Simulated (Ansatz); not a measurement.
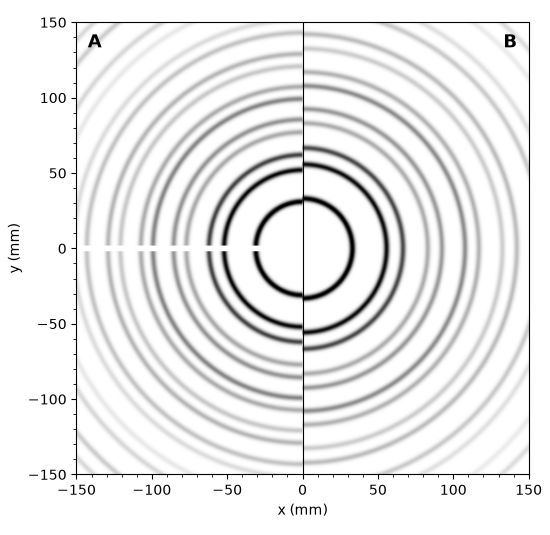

Simulated X-ray powder rings on a flat area detector normal to the beam: λ = 0.7107 Å, sample-to-detector distance 150 mm, axes in mm from the beam centre, for a fine-grained powder without texture. Kinematic intensities with B = 0.3 Å² for all atoms, without absorption; brightness goes as intensity to the power 0.6, clipped at the top. Reflections closer than the ring width show as one ring. The left and right halves show two different samples, each scaled to its strongest ring.

Both are Ga in Fd-3m, with cells of different size. Origins: A, the end point of a relaxation with DFT, BLYP, plane waves (420 eV) with PAW, scalar-relativistic in Ansatz 0.2.0; the starting structure was generated, so it need not be a known form of this composition; B, the end point of a relaxation with DFT, LDA (PW92), plane waves (420 eV) with PAW, scalar-relativistic in Ansatz; the starting structure was generated, so it need not be a known form of this composition.

Which half has the larger cell, and by how much?

Answer. Half A: the volume of B is 17.1 % smaller than that of A, and a larger cell draws the rings inwards on average.
A: a = 6.045 Å, b = 6.045 Å, c = 6.045 Å, α = 90.00°, β = 90.00°, γ = 90.00°; 111 at 31.0 mm (d = 3.49 Å), 220 at 52.1 mm (d = 2.14 Å), 311 at 62.1 mm (d = 1.823 Å), 400 at 77.1 mm (d = 1.511 Å).
B: a = 5.678 Å, b = 5.678 Å, c = 5.678 Å, α = 90.00°, β = 90.00°, γ = 90.00°; 111 at 33.1 mm (d = 3.28 Å), 220 at 55.8 mm (d = 2.01 Å), 311 at 66.7 mm (d = 1.712 Å), 400 at 83.1 mm (d = 1.419 Å).
